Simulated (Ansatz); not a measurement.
**Single-point calculation, with input and output: Sr$_{27}$Ti$_{27}$O$_{80}$ (charge +2) (part 2 of 2)**

The same run, continued: Sr$_{27}$Ti$_{27}$O$_{80}$ (defect cell, 134 atoms in the cell, total charge +2); DFT, HSE06, PAW, plane waves (Ansatz 0.2.0); cutoff 420 eV, 1×1×1 k-mesh, Fermi–Dirac smearing of 0.01 eV. 

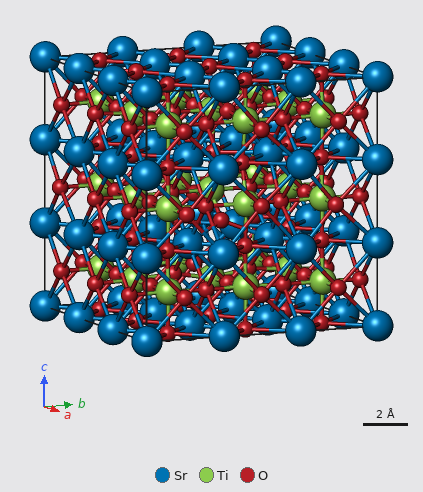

Figure 1. The structure (ball-and-stick view of the cell of the calculation, seen slightly off an axis).

## Output, continued
```
--- Per-component energies (eV) ---
  E_band       = -7772.335193
  E_kinetic    = 28191.892777
  E_local      = -63949.916029  (includes V_loc(G=0)·N_el)
  E_nonlocal   = 9159.413587
  E_hartree    = 22377.801008
  E_xc         = -10687.853296
  E_vxc        = -12234.312831  (∫ρ·V_xc dr)
  E_exx        = -3267.613948  (= α·E_x^exact, valence–valence)
  E_paw        = -113015.880448  (= ΣΔE_a)
  E_vpaw       = -7159.986022  (= ΣTr[D̂ρ^β])
  E_aug_tail   = 0.199224  (compensation charges beyond the density's cutoff)
  E_ewald      = -77663.052682
  E_core_change = -16.819526  (= ΣΔE_core)
  E_smearing   = -0.000000  (= −TS)
  E_closure    = 0.000028  (closes the sum)
  E_deformation_potential = 41.523367  (in the stress; not in F)
  Σ components = -208871.829306   (vs F -208871.829306, Δ=0.00e0)
--- Forces (eV/Å), atoms counted from 1 ---
  atom   1  Sr    -0.00475124    -0.00448436    -0.00644087
  atom   2  Sr    -0.00261909    -0.00502894    -0.00374222
  atom   3  Sr    -0.00740521    -0.00267570    -0.00664218
  atom   4  Sr    -0.00601195    -0.00382916    -0.00675849
  atom   5  Sr    -0.00483994     0.00049868    -0.00038996
  atom   6  Sr    -0.00234631    -0.00124218    -0.00965767
  atom   7  Sr    -0.00230771    -0.00756420    -0.00939416
  atom   8  Sr    -0.00474881    -0.00920298    -0.00097428
  atom   9  Sr     0.00069438    -0.00947172    -0.00842112
  atom  10  Sr    -0.00436001    -0.00490062    -0.00675319
  atom  11  Sr    -0.00579700    -0.00438460    -0.00498927
  atom  12  Sr    -0.00623635    -0.00417991    -0.00740975
  atom  13  Sr    -0.00249766     0.00064949    -0.00854903
  atom  14  Sr     0.00195943    -0.00480644     0.00836761
  atom  15  Sr     0.00234273     0.00358064    -0.01317785
  atom  16  Sr    -0.00267873    -0.00956224    -0.00883094
  atom  17  Sr     0.00103964    -0.00033587     0.00687288
  atom  18  Sr     0.00315491    -0.01177983    -0.01223925
  atom  19  Sr    -0.00319160    -0.00500692    -0.00814543
  atom  20  Sr    -0.00648171    -0.00432700    -0.00408336
  atom  21  Sr    -0.00545945    -0.00377820    -0.00451360
  atom  22  Sr    -0.00758887     0.00087332    -0.00247428
  atom  23  Sr    -0.00574417     0.00060633     0.00248889
  atom  24  Sr    -0.01950188    -0.01040366    -0.00958176
  atom  25  Sr    -0.00714750    -0.00885682    -0.00274938
  atom  26  Sr     0.00135886    -0.00296335    -0.00284639
  atom  27  Sr    -0.01948545     0.00509048    -0.00524079
  atom  28  Ti     0.00092165    -0.01980543    -0.00615404
  atom  29  Ti     0.03087209     0.00652837     0.00550496
  atom  30  Ti     0.00006545    -0.02024215     0.01579702
  atom  31  Ti    -0.07826239     0.01647242     0.05325259
  atom  32  Ti    -0.03317905     0.02145778     0.03203727
  atom  33  Ti     0.05431993     0.01643460    -0.00245257
  atom  34  Ti    -0.00038756     0.02816234    -0.00433823
  atom  35  Ti     0.03434173     0.00840880     0.00502050
  atom  36  Ti     0.00113690     0.02825019     0.01667419
  atom  37  Ti     0.01750652    -0.04959881    -0.02182275
  atom  38  Ti     0.00322506    -0.03428777    -0.00470287
  atom  39  Ti     0.01895459     0.01069054    -0.02950269
  atom  40  Ti     0.02195224     0.01479673    -0.22932528
  atom  41  Ti     0.13944473    -0.00129483    -0.14281480
  atom  42  Ti     0.03381616     0.02648568     0.02326906
  atom  43  Ti     0.01887743     0.05664834    -0.02712029
  atom  44  Ti     0.00627635     0.06504347    -0.00477177
  atom  45  Ti     0.01942347     0.00728737    -0.02693679
  atom  46  Ti     0.02910702    -0.01102578    -0.01364437
  atom  47  Ti     0.03601220    -0.05099541     0.01786545
  atom  48  Ti     0.02404799    -0.01626484     0.01474638
  atom  49  Ti     0.05647694     0.00930677    -0.00983732
  atom  50  Ti     0.22049702     0.01216496     0.01825987
  atom  51  Ti    -0.00845165     0.01320541     0.10373308
  atom  52  Ti     0.02445504     0.02489469    -0.00854733
  atom  53  Ti     0.03300043     0.04919531     0.01230280
  atom  54  Ti     0.01923310     0.02656411     0.01726399
  atom  55  O      0.02702138     0.02308427    -0.04790032
  atom  56  O      0.01856538     0.02350307    -0.04709396
  atom  57  O      0.02924589     0.01462542    -0.05187866
  atom  58  O     -0.00150953     0.02081092    -0.08768123
  atom  59  O      0.08561189     0.02181404    -0.07362215
  atom  60  O     -0.00514706     0.02770641    -0.13620382
  atom  61  O      0.02626576     0.02594559    -0.04711478
  atom  62  O      0.01791775     0.02708815    -0.04650003
  atom  63  O      0.02334721     0.03164347    -0.04887122
  atom  64  O      0.02221789    -0.01370163     0.02633071
  atom  65  O      0.03129407     0.02670313    -0.02029117
  atom  66  O      0.02833580     0.03306922     0.02196667
  atom  67  O      0.06138485     0.00378128     0.24101904
  atom  68  O     -0.08950605     0.01728326    -0.05520118
  atom  69  O      0.01853987     0.05151069     0.02754906
  atom  70  O      0.02646719    -0.00326466    -0.01576418
  atom  71  O      0.02885470    -0.00072184     0.01836324
  atom  72  O      0.03178030     0.01998516    -0.04385417
  atom  73  O      0.02523213     0.03180242    -0.03329367
  atom  74  O      0.02264656     0.02522316    -0.06712348
  atom  75  O      0.00201274     0.02313974    -0.08780268
  atom  76  O      0.01736977     0.02214664    -0.03884092
  atom  77  O      0.09173513     0.01796247    -0.13472344
  atom  78  O      0.02673110     0.02591892    -0.04559308
  atom  79  O      0.02268843     0.01177612    -0.03550789
  atom  80  O      0.02127838     0.01860167    -0.06525018
  atom  81  O     -0.05936415     0.02088618     0.01779192
  atom  82  O     -0.10688822    -0.01408980     0.02741390
  atom  83  O     -0.05758719     0.02736225     0.02085808
  atom  84  O     -0.05934395     0.02125607     0.04985930
  atom  85  O     -0.24408352     0.01204185    -0.03382719
  atom  86  O     -0.06618198     0.01897799     0.05344172
  atom  87  O     -0.05017274     0.02718007     0.01820036
  atom  88  O     -0.09652417     0.05699025     0.02733194
  atom  89  O     -0.05118483     0.02194532     0.02040325
  atom  90  O     -0.03716581     0.02118205     0.02726962
  atom  91  O     -0.10269611     0.03835539     0.01732101
  atom  92  O     -0.05191649     0.01717353     0.02417598
  atom  93  O      0.01944794     0.01877176    -0.05556601
  atom  94  O      0.06659504     0.01643378     0.12748846
  atom  95  O     -0.01779274     0.02322087     0.03257734
  atom  96  O     -0.03197544     0.02111814     0.02777280
  atom  97  O     -0.09722456     0.00462926     0.01989392
  atom  98  O     -0.04636662     0.03056691     0.01990515
  atom  99  O     -0.07723704     0.02436188     0.02032483
  atom 100  O     -0.06714411     0.03475253     0.01644196
  atom 101  O     -0.07197424     0.02261907     0.02441407
  atom 102  O     -0.10368854     0.01945663     0.00454935
  atom 103  O     -0.35931587     0.01536856     0.35239395
  atom 104  O     -0.08139551     0.02307304    -0.04919684
  atom 105  O     -0.06948323     0.01476302     0.02129035
  atom 106  O     -0.07116991     0.00476727     0.01480580
  atom 107  O     -0.06463819     0.02606807     0.02453132
  atom 108  O      0.01892653    -0.05029407     0.02879264
  atom 109  O      0.07284621    -0.05538120     0.02171989
  atom 110  O      0.01872362    -0.04991023     0.03022408
  atom 111  O      0.02664846    -0.02318631     0.02914963
  atom 112  O      0.02832826    -0.02849310     0.02862089
  atom 113  O      0.03029817    -0.01629924     0.02322882
  atom 114  O      0.02365007    -0.07538196     0.03311601
  atom 115  O      0.02379618    -0.08703249     0.02387544
  atom 116  O      0.02750642    -0.07855667     0.02611963
  atom 117  O      0.02071412    -0.03539098     0.01661633
  atom 118  O      0.04630610    -0.04222291     0.00109058
  atom 119  O      0.02566600    -0.05370861    -0.03049814
  atom 120  O      0.01628071     0.06878178    -0.05411144
  atom 121  O      0.04766873    -0.05421665    -0.00941805
  atom 122  O      0.02914305    -0.02853787     0.00392401
  atom 123  O      0.01884481    -0.12489320    -0.05343110
  atom 124  O      0.03921394    -0.01766938    -0.01252291
  atom 125  O      0.02630394    -0.08247204     0.00197663
  atom 126  O      0.01970556    -0.04526850     0.03186542
  atom 127  O      0.01832441    -0.04422427     0.01982830
  atom 128  O      0.02629596    -0.04802436     0.02938468
  atom 129  O      0.02496234    -0.03317313     0.02593512
  atom 130  O      0.07132517     0.06036334     0.03154586
  atom 131  O      0.02327211    -0.01906623     0.02482780
  atom 132  O      0.02439045    -0.06538386     0.02561147
  atom 133  O      0.06829478    -0.12322468     0.03687158
  atom 134  O      0.02565035    -0.07455827     0.02143387
  max |Σ_I F_I| component: 2.41e-4 eV/Å
--- Charged-cell corrections in eV (Makov–Payne, q = +2.000 e, ε = 300.000) ---
  F (periodic)     = -208871.829306  (uncorrected; the corrections below are reported, never added to it)
  E_corr1          = +0.023331  (monopole, q²α_M/2εL)
  F Makov-Payne    = -208871.805975  (F + E_corr1; no measured alignment; for a localised charge, not one spread in a band: unchecked)
--- Band table (eV) ---
  k-point 0: bands = ["-51.7228", "-51.7132", "-51.6679", "-51.6475", "-51.6459", "-51.6406", "-51.6382", "-51.6244", "-51.6161", "-51.6104", ... 460 levels left out ..., "7.5972", "7.6016", "7.6347", "7.6451", "7.6648", "7.7174", "7.7224", "7.7365", "7.7452", "7.7528", "7.7604", "7.7822", "7.7941", "7.8059", "7.8404", "7.8495", "7.8843", "7.9000", "7.9143", "7.9299", "7.9786", "7.9849", "8.0039", "8.0285", "8.0428", "8.0567", "8.0634", "8.0740", "8.0944",
      "8.1007", "8.1168", "8.1434", "8.1583", "8.1633", "8.1715", "8.1855", "8.1894", "8.2114", "8.2217", "8.2377", "8.2559", "8.2708", "8.2808", "8.2877", "8.2938", "8.3032", "8.3223", "8.3283", "8.3457", "8.3491", "8.3571", "8.3681", "8.3867", "8.4050", "8.4153", "8.4342", "8.4659", "8.6306", "8.7490", "8.7738", "8.8073", "8.8172", "8.8275", "8.8486", "8.8611", "8.9093", "12.7923", "12.8238", "12.8385",
      "12.8629", "12.9025", "12.9063", "12.9507", "13.0063", "13.0385", "13.4596", "13.5164", "13.5670", "13.5900", "13.6010", "13.6209", "13.6552", "13.6596", "13.6720", "13.6979", "13.7022", "13.7094", "13.7365", "13.7439", "13.7532", "13.8222", "13.8616", "13.8832", "14.0312", "14.0729", "14.0820", "14.0976", "14.1568", "14.1723", "14.1863", "14.2087", "14.2254", "14.2725", "14.3416", "14.3657", "14.4148", "14.4361", "14.4595", "14.4611",
      "14.4718", "14.4748", "14.4841", "14.4882", "14.4978", "14.5055", "14.5120", "14.5230", "14.5327", "14.5375", "14.5493", "14.5760", "14.6333", "14.6493", "14.6693", "14.6801", "14.6958", "14.6995", "14.7135", "14.7245", "14.7399", "14.7484", "14.7641", "14.7861", "14.7932", "14.8092", "14.8163", "14.8353", "14.8522", "14.8707", "15.0457", "15.0534", "15.0804", "15.1113", "15.1269", "15.1452", "15.1875", "15.2098", "15.2366", "15.3389",
      "15.3439", "15.3493", "15.3597", "15.3784", "15.4275", "15.5254", "15.5642", "15.7305", "15.8313", "15.9502", "15.9584", "15.9743", "16.0293", "16.0360", "16.0744", "16.1017", "16.1683", "16.2018", "16.2613", "16.4369", "16.4628", "16.5401", "16.6031", "16.6600", "16.8056", "16.9451", "17.1055", "17.1975", "17.2450", "17.2622", "17.2774", "17.2846", "17.3009", "17.3197", "17.3204", "17.3650", "17.3872", "17.4004", "17.4186", "17.4282",
      "17.4714", "17.5275", "17.5926", "17.6279", "17.6661", "17.7753", "17.7816", "17.8733", "17.9125", "17.9872", "18.0349"]
--- Löwdin populations: 134 sites ---
  site symbol       q [e]
     0     Sr      8.2548
     1     Sr      8.2558
     2     Sr      8.2556
     3     Sr      8.2563
     4     Sr      8.2559
     5     Sr      8.2568
     6     Sr      8.2563
     7     Sr      8.2559
     8     Sr      8.2568
     9     Sr      8.2556
    10     Sr      8.2557
    11     Sr      8.2560
    12     Sr      8.2565
    13     Sr      8.2605
    14     Sr      8.2571
    15     Sr      8.2566
    16     Sr      8.2608
    17     Sr      8.2573
    18     Sr      8.2558
    19     Sr      8.2554
    20     Sr      8.2558
    21     Sr      8.2561
    22     Sr      8.2625
    23     Sr      8.2603
    24     Sr      8.2561
    25     Sr      8.2626
    26     Sr      8.2605
    27     Ti     10.6121
    28     Ti     10.6111
    29     Ti     10.6142
    30     Ti     10.5999
    31     Ti     10.6011
    32     Ti     10.6039
    33     Ti     10.6121
    34     Ti     10.6110
    35     Ti     10.6146
    36     Ti     10.6024
    37     Ti     10.6086
    38     Ti     10.6075
    39     Ti     10.6336
    40     Ti     10.6504
    41     Ti     10.6003
    42     Ti     10.6037
    43     Ti     10.6079
    44     Ti     10.6074
    45     Ti     10.6125
    46     Ti     10.6049
    47     Ti     10.6128
    48     Ti     10.6008
    49     Ti     10.6333
    50     Ti     10.6016
    51     Ti     10.6116
    52     Ti     10.6064
    53     Ti     10.6124
    54      O      6.9252
    55      O      6.9401
    56      O      6.9409
    57      O      6.9451
    58      O      6.9108
    59      O      6.9127
    60      O      6.9260
    61      O      6.9399
    62      O      6.9418
    63      O      6.9302
    64      O      6.9359
    65      O      6.9411
    66      O      6.8399
    67      O      6.8889
    68      O      6.9322
    69      O      6.9365
    70      O      6.9397
    71      O      6.9264
    72      O      6.9422
    73      O      6.9333
    74      O      6.9189
    75      O      6.9176
    76      O      6.9543
    77      O      6.9281
    78      O      6.9395
    79      O      6.9342
    80      O      6.9243
    81      O      6.9229
    82      O      6.9241
    83      O      6.9258
    84      O      6.8394
    85      O      6.9520
    86      O      6.9269
    87      O      6.9261
    88      O      6.9255
    89      O      6.9363
    90      O      6.9297
    91      O      6.9407
    92      O      6.9473
    93      O      6.8869
    94      O      6.9195
    95      O      6.9374
    96      O      6.9304
    97      O      6.9427
    98      O      6.9376
    99      O      6.9265
   100      O      6.9372
   101      O      6.9250
   102      O      6.9276
   103      O      6.9131
   104      O      6.9367
   105      O      6.9274
   106      O      6.9366
   107      O      6.9193
   108      O      6.9267
   109      O      6.9165
   110      O      6.9402
   111      O      6.9349
   112      O      6.9450
   113      O      6.9374
   114      O      6.9271
   115      O      6.9418
   116      O      6.9229
   117      O      6.9225
   118      O      6.9276
   119      O      6.9450
   120      O      6.9350
   121      O      6.9326
   122      O      6.9439
   123      O      6.9395
   124      O      6.9254
   125      O      6.9223
   126      O      6.9261
   127      O      6.9237
   128      O      6.9393
   129      O      6.9438
   130      O      6.9388
   131      O      6.9372
   132      O      6.9444
   133      O      6.9363
  spilling = 0.007682 (of n_electrons = 1072.000000)
```

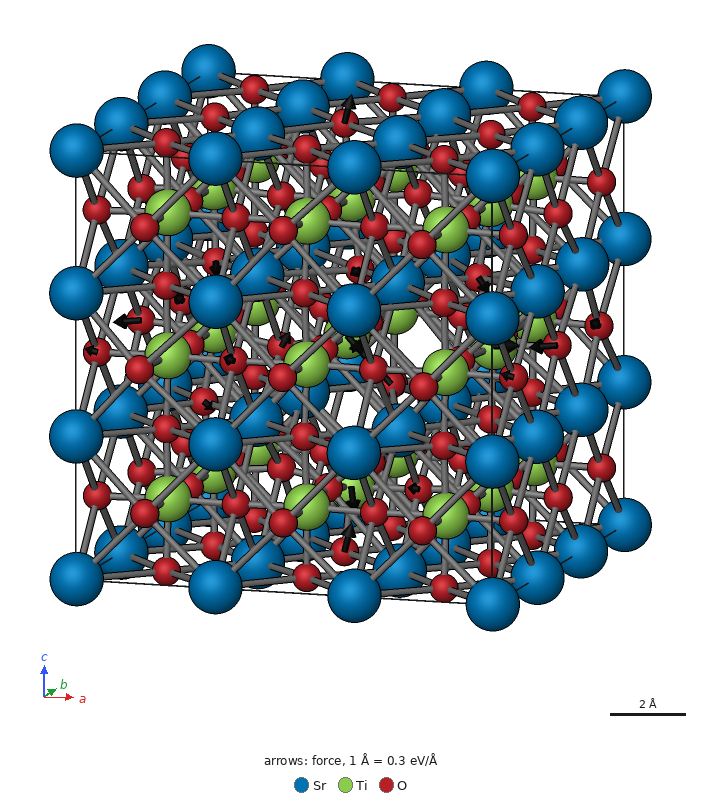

Figure 2. Forces on the atoms as black arrows (ball-and-stick view of the cell of the calculation, seen slightly off an axis); the smallest are left out. The largest act on O103 (0.50 eV/Å); O67, O85 (0.25 eV/Å); Ti40 (0.23 eV/Å); Ti50 (0.22 eV/Å), among others. Atoms are counted from 1 in the order of the input and aren't labelled in the picture. 

## Key numbers

```csv
quantity,value
outcome,converged
electrons treated,1072
free energy,−208871.8293 eV
Fermi energy,10.851 eV
largest force (length of the vector),0.504 eV/Å
hardware,"1 × NVIDIA GB300 Max-Q, 32 threads of Arm Neoverse-V2, 180 GiB of memory available, shared host"
wall time,86 s (CPU time 7.3 min)
peak memory,7 GiB
```

## Notes

The k-point mesh is coarse for a cell of this size, so the results may not be converged.
